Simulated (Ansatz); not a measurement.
# Al$_{2}$O$_{3}$: geometry relaxation (part 1 of 2)

The run: geometry relaxation of Al$_{2}$O$_{3}$ (R-3c, 10 atoms in the cell). Method and program: DFT PBE, scalar-relativistic, plane waves, PAW, no spin polarisation (Ansatz 0.2.0).

The structure derives from an entry of the Crystallography Open Database.

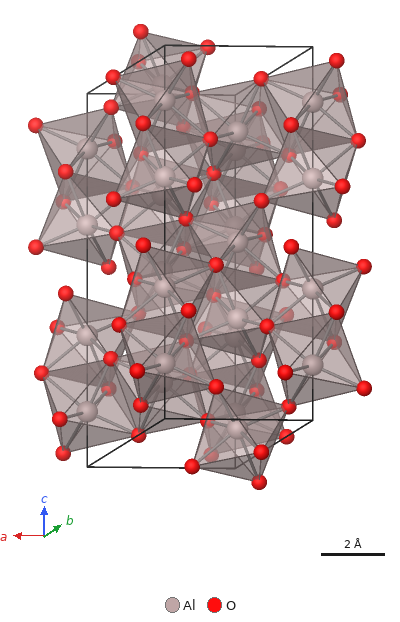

Figure 1. The structure as given in the input (polyhedral view of the cell 3 times as large as that of the calculation, set on its symmetry axes, seen at an oblique angle; polyhedra are completed across the faces of the cell).

Summary:

| quantity | value |
| --- | --- |
| outcome | converged |
| space group (tolerance 0.01 Å) | R-3c (167) |
| electrons treated | 48 |
| free energy | −5569.6089 eV |
| Fermi energy | 10.285 eV |
| gap on the k-point mesh | 5.85 eV |
| pressure | 0.02 GPa |
| final volume | 87.60 Å³ |
| largest force (length of the vector) at the end | 0.001 eV/Å |
| final cell | a = 5.181 Å, b = 5.181 Å, c = 5.181 Å, α = 55.30°, β = 55.30°, γ = 55.30° |
| hardware | 2 threads of AMD EPYC (Zen 3), 128 GiB of memory available, shared host |
| wall time | 26 s (CPU time 50 s) |
| peak memory | 0.44 GiB |

Input:
```yaml
crystal:
  lattice:
    - [2.38025, 1.3742379782, 4.3318666667]
    - [-2.38025, 1.3742379782, 4.3318666667]
    - [0.0, -2.7484759565, 4.3318666667]
  atoms:
    - { symbol: Al, position: [0.35216, 0.35216, 0.35216] }
    - { symbol: Al, position: [0.14784, 0.14784, 0.14784] }
    - { symbol: Al, position: [0.64784, 0.64784, 0.64784] }
    - { symbol: Al, position: [0.85216, 0.85216, 0.85216] }
    - { symbol: O, position: [0.55668, 0.94332, 0.25] }
    - { symbol: O, position: [0.25, 0.55668, 0.94332] }
    - { symbol: O, position: [0.94332, 0.25, 0.55668] }
    - { symbol: O, position: [0.44332, 0.05668, 0.75] }
    - { symbol: O, position: [0.75, 0.44332, 0.05668] }
    - { symbol: O, position: [0.05668, 0.75, 0.44332] }
basis:
  ecutwfc: 420
kpoints:
  mp_grid: { grid: [6, 6, 6] }
hamiltonian:
  xc: pbe
scf:
  occupations: { method: gaussian, width: 0.02 }
output:
  forces: true
  stress: true
  eigenvalues: true
  write_density: true
  write_potential: true
  elf: true
  volumetric_format: npy
relax:
  adjacent_minimum: "off"
  f_tol: 0.01
  max_steps: 80
  cell: { stress_tol: 0.05 }
```

Launched with:
```bash
ansatz run input.yaml --threads 2 --pin off --max-ram 5120MiB --backend cpu --events-out ev --progress --plain --runs-dir out
```

Log:
```
Engine: ansatz 0.2.0, x86_64-unknown-linux-gnu
Pseudopotentials: kind: paw
Pseudopotential: Al, paw, valence charge 3, recommended cutoff 420 eV (normal), Al.paw.azcp
Pseudopotential: O, paw, valence charge 6, recommended cutoff 420 eV (normal), O.paw.azcp
Functional definition: PBE
  parameter kappa = 0.804
  parameter beta = 0.06672455060314922
  exchange = pbe_x(kappa = kappa, mu = beta*pi^2/3)
  correlation = pbe_c(beta = beta)
Crystal: 10 atoms, lattice volume = 85.018 Å³
Basis set: ecut = 420 eV, 1653 PW (Γ), exchange–correlation on 72×72×72 points (8 copies of the dense FFT grid, shifted against one another)
Bands: 34, of which v1, the nominal top of the filled ones, is band 24 counted from 1 (23 counted from 0)
Symmetry: 12 space group operations
Space group: R-3c (ITA 167), of the structure as read, at distance tolerance 4.4e-5 Å
k-points: 32 of 216
Non-local potential: Al, projectors of the file, l = 0: 2, l = 1: 2, l = 2: 1
Non-local potential: O, projectors of the file, l = 0: 2, l = 1: 2, l = 2: 1
PAW form: soft (Blöchl's): semilocal exchange-correlation on the pseudo side does not see the compensation charge
PAW one-centre angular grid: Al, 110 points (default); XC on 64 Gauss nodes
PAW one-centre angular grid: O, 110 points (default); XC on 64 Gauss nodes
Initial density: superposition of atomic densities (neutral atoms: chi_scale 0, normalization atom), corrected by the library's trained network
Initial wavefunctions: pseudopotential atomic-orbital guess
Functional: x = pbe(κ = 0.804, μ = 0.2195149727645171), c = pbe(β = 0.06672455060314922)
SCF iter   1: F=—  HF=-5569.549010 eV  |F-HF|=—  |Δ(HF+E_count)|=         —  Δρ=1.70e-3  dr2=1.18e-3  ethr=1.77e-3  ⟨swp⟩=7.7  Hψ=5783  notcnv=0  defer=2
preconditioner: auto → Resta (q_TF=auto, 2.480 Å⁻¹)  ε∞=3.5  [insulator: Δε(μ)=6.209 eV  Ē_g=17.587 eV  σ=0.020 eV  W_gap=1.00  n_scr=20 (ndim 8)  ℏωp=27.9 eV  f_vac=0.000  D(μ)=0.00/eV (n_scr^D=0)  ε∞_Penn≈3.5]
SCF iter   2: F=—  HF=-5569.550187 eV  |F-HF|=—  |Δ(HF+E_count)|=   1.18e-3  Δρ=8.69e-4  dr2=2.50e-4  ethr=2.46e-6  ⟨swp⟩=2.2  Hψ=2308  notcnv=0  defer=113
SCF iter   3: F=—  HF=-5569.550783 eV  |F-HF|=—  |Δ(HF+E_count)|=   5.96e-4  Δρ=2.58e-4  dr2=3.01e-5  ethr=5.20e-7  ⟨swp⟩=2.0  Hψ=1665  notcnv=0  defer=113
SCF iter   4: F=—  HF=-5569.550867 eV  |F-HF|=—  |Δ(HF+E_count)|=   8.45e-5  Δρ=4.83e-5  dr2=1.03e-6  ethr=6.27e-8  ⟨swp⟩=2.0  Hψ=1573  notcnv=0  defer=113
iter 5 did not close the SCF: its close was put off for the readings that it lacked (scf_convergence_deferred on its scf_iter line)
SCF iter   5: F=-5569.550868 eV  HF=-5569.550868 eV  |F-HF|=3.36e-9  |Δ(HF+E_count)|=   1.11e-6  Δρ=8.76e-6  dr2=2.64e-8  ethr=2.15e-9  ⟨swp⟩=2.0  Hψ=1731  notcnv=0  defer=113
SCF iter   6: F=-5569.550868 eV  HF=-5569.550868 eV  |F-HF|=1.30e-9  |Δ(HF+E_count)|=  7.49e-10  Δρ=2.22e-6  dr2=2.31e-9  ethr=5.50e-11  ⟨swp⟩=11.1  Hψ=7163  notcnv=0
SCF 1 converged in 6 iterations: F = -5569.550868 eV  dr2 = 2.31e-9
  greatest PAW one-centre occupation: 0.859 electrons in one spin orbital (limit 2), on the O atom at site 9 (counted from 0), in its partial waves of l = 0
relax step   1: F+E_penalty+E_count = -5569.55086830 eV  Δ(F+E_penalty+E_count) = +0.000e0 eV  max|allowed force component| = 2.901e-2 eV/Å  Δτ_max = 0.0000 Å  P = +7.343 GPa  Ω = 85.018 Å³  (6 SCF iters, dr2 threshold 1.00e-7 eV, accepted)
Crystal: 10 atoms, lattice volume = 86.105 Å³
Basis set: ecut = 420 eV, 1665 PW (Γ), exchange–correlation on 72×72×72 points (8 copies of the dense FFT grid, shifted against one another)
Initial density: handed on by an earlier stage of this run
Initial wavefunctions: those handed on with the density
iter 1 solved again at ethr=1.17e-5 eV; its pass at ethr=3.10e-3 eV (dr2=5.64e-3 eV) is discarded
SCF iter   1: F=—  HF=-5569.584829 eV  |F-HF|=—  |Δ(HF+E_count)|=         —  Δρ=2.78e-3  dr2=5.62e-3  ethr=1.17e-5  ⟨swp⟩=2.9  Hψ=4567  notcnv=0
preconditioner: auto → Resta (q_TF=auto, 2.475 Å⁻¹)  ε∞=3.5  [insulator: Δε(μ)=6.052 eV  Ē_g=17.430 eV  σ=0.020 eV  W_gap=1.00  n_scr=20 (ndim 8)  ℏωp=27.7 eV  f_vac=0.000  D(μ)=0.00/eV (n_scr^D=0)  ε∞_Penn≈3.5]
SCF iter   2: F=—  HF=-5569.583111 eV  |F-HF|=—  |Δ(HF+E_count)|=   1.72e-3  Δρ=6.67e-4  dr2=2.68e-4  ethr=1.17e-5  ⟨swp⟩=2.0  Hψ=1978  notcnv=0
SCF iter   3: F=—  HF=-5569.583110 eV  |F-HF|=—  |Δ(HF+E_count)|=   9.59e-7  Δρ=3.53e-4  dr2=8.95e-5  ethr=5.58e-7  ⟨swp⟩=1.0  Hψ=1088  notcnv=0
SCF iter   4: F=—  HF=-5569.583122 eV  |F-HF|=—  |Δ(HF+E_count)|=   1.16e-5  Δρ=4.96e-5  dr2=2.21e-6  ethr=1.86e-7  ⟨swp⟩=2.5  Hψ=1874  notcnv=0
SCF iter   5: F=-5569.583124 eV  HF=-5569.583124 eV  |F-HF|=3.02e-8  |Δ(HF+E_count)|=   2.15e-6  Δρ=7.72e-6  dr2=4.49e-8  ethr=2.08e-9  ⟨swp⟩=11.3  Hψ=8219  notcnv=0
SCF 2 converged in 5 iterations: F = -5569.583124 eV  dr2 = 4.49e-8
  greatest PAW one-centre occupation: 0.859 electrons in one spin orbital (limit 2), on the O atom at site 7 (counted from 0), in its partial waves of l = 0
relax step   2: F+E_penalty+E_count = -5569.58312404 eV  Δ(F+E_penalty+E_count) = -3.226e-2 eV  max|allowed force component| = 2.530e-2 eV/Å  Δτ_max = 0.0011 Å  P = +3.996 GPa  Ω = 86.105 Å³  energy of the carried Pulay correction = -5.951e-3 eV  (5 SCF iters, dr2 threshold 1.00e-6 eV, accepted)
Crystal: 10 atoms, lattice volume = 87.436 Å³
Basis set: ecut = 420 eV, 1707 PW (Γ), exchange–correlation on 72×72×72 points (8 copies of the dense FFT grid, shifted against one another)
iter 1 solved again at ethr=1.68e-5 eV; its pass at ethr=3.10e-3 eV (dr2=8.08e-3 eV) is discarded
SCF iter   1: F=—  HF=-5569.595630 eV  |F-HF|=—  |Δ(HF+E_count)|=         —  Δρ=3.28e-3  dr2=7.90e-3  ethr=1.68e-5  ⟨swp⟩=2.8  Hψ=4930  notcnv=0
preconditioner: auto → Resta (q_TF=auto, 2.469 Å⁻¹)  ε∞=3.5  [insulator: Δε(μ)=5.851 eV  Ē_g=17.241 eV  σ=0.020 eV  W_gap=1.00  n_scr=20 (ndim 8)  ℏωp=27.5 eV  f_vac=0.000  D(μ)=0.00/eV (n_scr^D=0)  ε∞_Penn≈3.5]
SCF iter   2: F=—  HF=-5569.593210 eV  |F-HF|=—  |Δ(HF+E_count)|=   2.42e-3  Δρ=7.79e-4  dr2=3.47e-4  ethr=1.65e-5  ⟨swp⟩=2.1  Hψ=1980  notcnv=0
SCF iter   3: F=—  HF=-5569.593199 eV  |F-HF|=—  |Δ(HF+E_count)|=   1.10e-5  Δρ=4.14e-4  dr2=1.16e-4  ethr=7.23e-7  ⟨swp⟩=1.0  Hψ=1088  notcnv=0
SCF iter   4: F=—  HF=-5569.593217 eV  |F-HF|=—  |Δ(HF+E_count)|=   1.82e-5  Δρ=5.76e-5  dr2=2.88e-6  ethr=2.42e-7  ⟨swp⟩=2.3  Hψ=1867  notcnv=0
SCF iter   5: F=-5569.593220 eV  HF=-5569.593220 eV  |F-HF|=4.23e-8  |Δ(HF+E_count)|=   2.84e-6  Δρ=8.57e-6  dr2=5.92e-8  ethr=2.08e-9  ⟨swp⟩=10.9  Hψ=8109  notcnv=0
SCF 3 converged in 5 iterations: F = -5569.593220 eV  dr2 = 5.92e-8
  greatest PAW one-centre occupation: 0.858 electrons in one spin orbital (limit 2), on the O atom at site 9 (counted from 0), in its partial waves of l = 0
relax step   3: F+E_penalty+E_count = -5569.59322023 eV  Δ(F+E_penalty+E_count) = -1.010e-2 eV  max|allowed force component| = 1.085e-2 eV/Å  Δτ_max = 0.0015 Å  P = +0.128 GPa  Ω = 87.436 Å³  energy of the carried Pulay correction = -1.314e-2 eV  (5 SCF iters, dr2 threshold 1.00e-6 eV, accepted)
Crystal: 10 atoms, lattice volume = 87.489 Å³
iter 1 solved again at ethr=3.17e-8 eV; its pass at ethr=3.10e-3 eV (dr2=1.52e-5 eV) is discarded
SCF iter   1: F=—  HF=-5569.592967 eV  |F-HF|=—  |Δ(HF+E_count)|=         —  Δρ=1.71e-4  dr2=1.61e-5  ethr=3.17e-8  ⟨swp⟩=3.0  Hψ=4774  notcnv=0
preconditioner: auto → Resta (q_TF=auto, 2.469 Å⁻¹)  ε∞=3.5  [insulator: Δε(μ)=5.868 eV  Ē_g=17.250 eV  σ=0.020 eV  W_gap=1.00  n_scr=20 (ndim 8)  ℏωp=27.5 eV  f_vac=0.000  D(μ)=0.00/eV (n_scr^D=0)  ε∞_Penn≈3.5]
SCF iter   2: F=—  HF=-5569.592996 eV  |F-HF|=—  |Δ(HF+E_count)|=   2.91e-5  Δρ=6.96e-5  dr2=2.38e-6  ethr=3.17e-8  ⟨swp⟩=2.1  Hψ=1679  notcnv=0
SCF iter   3: F=—  HF=-5569.592995 eV  |F-HF|=—  |Δ(HF+E_count)|=   2.04e-7  Δρ=2.43e-5  dr2=4.05e-7  ethr=4.95e-9  ⟨swp⟩=2.0  Hψ=1762  notcnv=0
SCF iter   4: F=-5569.592996 eV  HF=-5569.592995 eV  |F-HF|=1.55e-8  |Δ(HF+E_count)|=   8.35e-8  Δρ=5.76e-6  dr2=2.28e-8  ethr=4.54e-10  ⟨swp⟩=9.6  Hψ=6607  notcnv=0
SCF 4 converged in 4 iterations: F = -5569.592996 eV  dr2 = 2.28e-8
relax step   4: F+E_penalty+E_count = -5569.59299551 eV  Δ(F+E_penalty+E_count) = +2.247e-4 eV  max|allowed force component| = 3.616e-3 eV/Å  Δτ_max = 0.0006 Å  P = -0.004 GPa  Ω = 87.489 Å³  energy of the carried Pulay correction = -1.342e-2 eV  (4 SCF iters, dr2 threshold 2.18e-7 eV, accepted)
Crystal: 10 atoms, lattice volume = 87.487 Å³
iter 1 solved again at ethr=7.78e-10 eV; its pass at ethr=3.10e-3 eV (dr2=3.73e-7 eV) is discarded
SCF iter   1: F=—  HF=-5569.592982 eV  |F-HF|=—  |Δ(HF+E_count)|=         —  Δρ=3.67e-5  dr2=5.04e-7  ethr=7.78e-10  ⟨swp⟩=3.2  Hψ=4960  notcnv=0
preconditioner: auto → Resta (q_TF=auto, 2.469 Å⁻¹)  ε∞=3.5  [insulator: Δε(μ)=5.867 eV  Ē_g=17.250 eV  σ=0.020 eV  W_gap=1.00  n_scr=20 (ndim 8)  ℏωp=27.5 eV  f_vac=0.000  D(μ)=0.00/eV (n_scr^D=0)  ε∞_Penn≈3.5]
SCF iter   2: F=—  HF=-5569.593015 eV  |F-HF|=—  |Δ(HF+E_count)|=   3.30e-5  Δρ=1.80e-5  dr2=1.35e-7  ethr=7.78e-10  ⟨swp⟩=2.0  Hψ=1855  notcnv=0
SCF iter   3: F=-5569.593015 eV  HF=-5569.593015 eV  |F-HF|=4.10e-10  |Δ(HF+E_count)|=   2.61e-8  Δρ=2.32e-6  dr2=3.49e-9  ethr=3.21e-11  ⟨swp⟩=5.7  Hψ=6335  notcnv=0
SCF 5 converged in 3 iterations: F = -5569.593015 eV  dr2 = 3.49e-9
relax step   5: F+E_penalty+E_count = -5569.59301533 eV  Δ(F+E_penalty+E_count) = -1.982e-5 eV  max|allowed force component| = 2.295e-3 eV/Å  Δτ_max = 0.0001 Å  P = -0.002 GPa  Ω = 87.487 Å³  energy of the carried Pulay correction = -1.341e-2 eV  (3 SCF iters, dr2 threshold 1.54e-8 eV, accepted)
Initial wavefunctions: pseudopotential atomic-orbital guess (no wavefunctions were taken with the density)
iter 1 solved again at ethr=5.66e-8 eV; its pass at ethr=3.10e-3 eV (dr2=2.72e-5 eV) is discarded
SCF iter   1: F=—  HF=-5569.608574 eV  |F-HF|=—  |Δ(HF+E_count)|=         —  Δρ=3.46e-4  dr2=1.28e-5  ethr=5.66e-8  ⟨swp⟩=3.3  Hψ=9091  notcnv=0
SCF iter   2: F=—  HF=-5569.608722 eV  |F-HF|=—  |Δ(HF+E_count)|=   1.47e-4  Δρ=1.66e-4  dr2=2.97e-6  ethr=2.66e-8  ⟨swp⟩=2.0  Hψ=1655  notcnv=0
SCF iter   3: F=—  HF=-5569.608762 eV  |F-HF|=—  |Δ(HF+E_count)|=   4.02e-5  Δρ=4.83e-5  dr2=2.23e-7  ethr=6.19e-9  ⟨swp⟩=2.5  Hψ=1887  notcnv=0
SCF iter   4: F=—  HF=-5569.608764 eV  |F-HF|=—  |Δ(HF+E_count)|=   2.75e-6  Δρ=2.28e-6  dr2=1.64e-9  ethr=4.65e-10  ⟨swp⟩=2.0  Hψ=1856  notcnv=0
SCF iter   5: F=-5569.608764 eV  HF=-5569.608764 eV  |F-HF|=6.37e-12  |Δ(HF+E_count)|=   5.01e-9  Δρ=2.76e-7  dr2=6.49e-11  ethr=1.00e-12  ⟨swp⟩=7.0  Hψ=5299  notcnv=0
SCF 6 converged in 5 iterations: F = -5569.608764 eV  dr2 = 6.49e-11
  greatest PAW one-centre occupation: 0.858 electrons in one spin orbital (limit 2), on the O atom at site 8 (counted from 0), in its partial waves of l = 0
relax step   6: F+E_penalty+E_count = -5569.60876447 eV  Δ(F+E_penalty+E_count) = -1.575e-2 eV  max|allowed force component| = 1.719e-3 eV/Å  Δτ_max = 0.0000 Å  P = +0.322 GPa  Ω = 87.487 Å³  stress off target by 3.24e-1 GPa  SCF on the basis re-selected at this cell (its energy is not comparable with the rows above)  (5 SCF iters)
basis re-selected at this cell: Δ(F+E_penalty+E_count) = -1.575e-2 eV, ΔP = +0.324 GPa vs the last step (what re-selecting the basis moved, of the pressure what is left beyond the Pulay correction that the steps carried, after the strain that the cell walked since its last selection, with what the two solves' SCF thresholds leave and, on support functions, any second-order correction that the steps lacked; it is no measure of the basis error at this ecutwfc). This SCF's stress stands 3.24e-1 GPa from its target on what of the cell is left free (relax.cell.stress_tol is 5.00e-2 GPa) and its largest allowed force component is 1.72e-3 eV/Å (relax.f_tol is 1.00e-2 eV/Å): not within both, so this SCF does not close the relaxation
Crystal: 10 atoms, lattice volume = 87.602 Å³
iter 1 solved again at ethr=1.20e-7 eV; its pass at ethr=3.10e-3 eV (dr2=5.78e-5 eV) is discarded
SCF iter   1: F=—  HF=-5569.608249 eV  |F-HF|=—  |Δ(HF+E_count)|=         —  Δρ=2.74e-4  dr2=5.60e-5  ethr=1.20e-7  ⟨swp⟩=2.2  Hψ=4073  notcnv=0
preconditioner: auto → Resta (q_TF=auto, 2.468 Å⁻¹)  ε∞=3.5  [insulator: Δε(μ)=5.849 eV  Ē_g=17.232 eV  σ=0.020 eV  W_gap=1.00  n_scr=20 (ndim 8)  ℏωp=27.5 eV  f_vac=0.000  D(μ)=0.00/eV (n_scr^D=0)  ε∞_Penn≈3.5]
SCF iter   2: F=—  HF=-5569.608265 eV  |F-HF|=—  |Δ(HF+E_count)|=   1.58e-5  Δρ=6.55e-5  dr2=2.58e-6  ethr=1.17e-7  ⟨swp⟩=2.0  Hψ=1658  notcnv=0
SCF iter   3: F=—  HF=-5569.608264 eV  |F-HF|=—  |Δ(HF+E_count)|=   3.49e-7  Δρ=3.48e-5  dr2=8.90e-7  ethr=5.48e-10  ⟨swp⟩=10.6  Hψ=7543  notcnv=0
SCF iter   4: F=-5569.608264 eV  HF=-5569.608264 eV  |F-HF|=1.84e-8  |Δ(HF+E_count)|=   1.10e-7  Δρ=4.82e-6  dr2=1.96e-8  ethr=5.48e-10  ⟨swp⟩=5.8  Hψ=6130  notcnv=0
SCF 7 converged in 4 iterations: F = -5569.608264 eV  dr2 = 1.96e-8
relax step   7: F+E_penalty+E_count = -5569.60826440 eV  Δ(F+E_penalty+E_count) = +5.001e-4 eV  max|allowed force component| = 6.036e-4 eV/Å  Δτ_max = 0.0001 Å  P = +0.012 GPa  Ω = 87.602 Å³  energy of the carried Pulay correction = -6.207e-4 eV  (4 SCF iters, dr2 threshold 2.63e-7 eV, accepted)
iter 1 solved again at ethr=2.26e-8 eV; its pass at ethr=3.10e-3 eV (dr2=1.09e-5 eV) is discarded
SCF iter   1: F=—  HF=-5569.608802 eV  |F-HF|=—  |Δ(HF+E_count)|=         —  Δρ=7.06e-5  dr2=1.26e-7  ethr=2.26e-8  ⟨swp⟩=3.5  Hψ=9132  notcnv=0
preconditioner: auto → Resta (q_TF=auto, 2.468 Å⁻¹)  ε∞=3.5  [insulator: Δε(μ)=5.851 eV  Ē_g=17.234 eV  σ=0.020 eV  W_gap=1.00  n_scr=20 (ndim 8)  ℏωp=27.5 eV  f_vac=0.000  D(μ)=0.00/eV (n_scr^D=0)  ε∞_Penn≈3.5]
SCF iter   2: F=—  HF=-5569.608859 eV  |F-HF|=—  |Δ(HF+E_count)|=   5.64e-5  Δρ=3.56e-5  dr2=3.69e-8  ethr=2.63e-10  ⟨swp⟩=2.9  Hψ=2029  notcnv=0
SCF iter   3: F=—  HF=-5569.608867 eV  |F-HF|=—  |Δ(HF+E_count)|=   8.53e-6  Δρ=2.74e-6  dr2=2.67e-9  ethr=7.68e-11  ⟨swp⟩=2.7  Hψ=1936  notcnv=0
SCF iter   4: F=—  HF=-5569.608867 eV  |F-HF|=—  |Δ(HF+E_count)|=   1.59e-8  Δρ=9.35e-7  dr2=3.60e-10  ethr=5.55e-12  ⟨swp⟩=2.0  Hψ=1659  notcnv=0
SCF iter   5: F=-5569.608867 eV  HF=-5569.608867 eV  |F-HF|=5.18e-11  |Δ(HF+E_count)|=   4.20e-9  Δρ=1.59e-7  dr2=1.84e-11  ethr=1.00e-12  ⟨swp⟩=6.6  Hψ=4766  notcnv=0
SCF 8 converged in 5 iterations: F = -5569.608867 eV  dr2 = 1.84e-11
  greatest PAW one-centre occupation: 0.858 electrons in one spin orbital (limit 2), on the O atom at site 7 (counted from 0), in its partial waves of l = 0
relax step   8: F+E_penalty+E_count = -5569.60886742 eV  Δ(F+E_penalty+E_count) = -6.030e-4 eV  max|allowed force component| = 5.790e-4 eV/Å  Δτ_max = 0.0000 Å  P = +0.018 GPa  Ω = 87.602 Å³  stress off target by 2.06e-2 GPa  SCF on the basis re-selected at this cell (its energy is not comparable with the rows above)  (5 SCF iters)
```

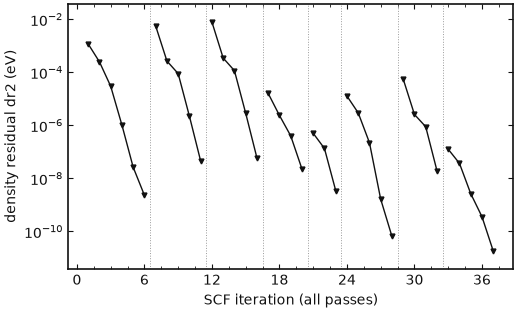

Figure 2. Convergence of the self-consistent field: density residual dr2 against the SCF iteration. The dotted lines part the SCF passes of the relaxation: geometry steps, rejected trials and re-solves on a re-selected basis. The 8 passes take 3 to 6 iterations each, 37 in all.

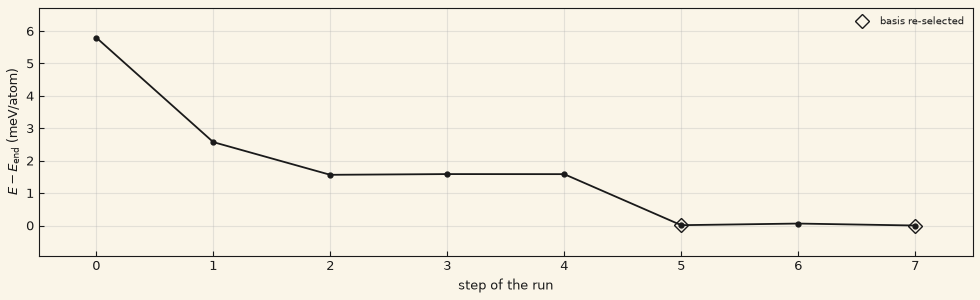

Figure 3. Progress of the relaxation, step by step (the first geometry is step 0 here and step 1 in the log).
